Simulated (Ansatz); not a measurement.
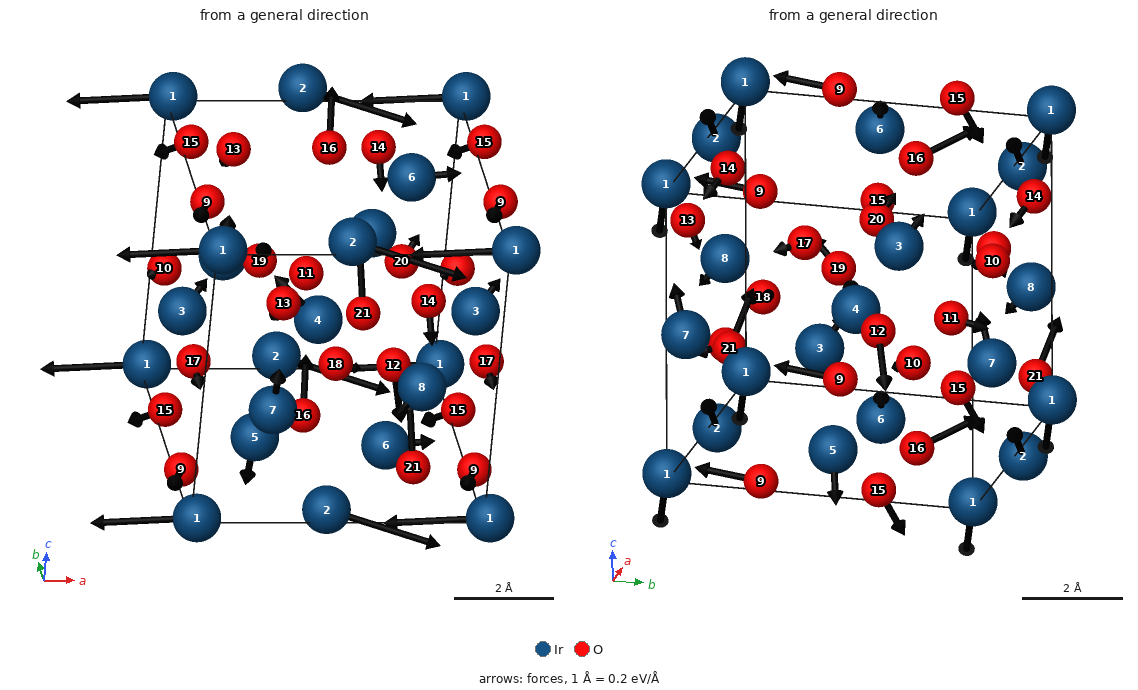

The figure gives a spheres-only picture of the atoms, viewed from two general directions. The edges of the simulation cell are marked. The arrows are the computed forces on the atoms.

System: Ir₈O₁₃. Electronic-structure method: DFT PBE, scalar-relativistic, plane waves, PAW in Ansatz. Parameters: a cutoff energy of 420 eV, k-point mesh 5×5×5, Gaussian smearing of 0.1 eV, no spin polarisation.

### Are the forces small enough to call this converged?

No. The atoms still feel forces of up to about 0.4 eV/Å, far above a usual threshold of 0.01 to 0.03 eV/Å.

The initial geometry was a structure type filled with these elements by a generator (whether the compound takes this form wasn't checked). Earlier steps of the study may have refined or changed the cell and positions. It was run through Ansatz as a DFT input.
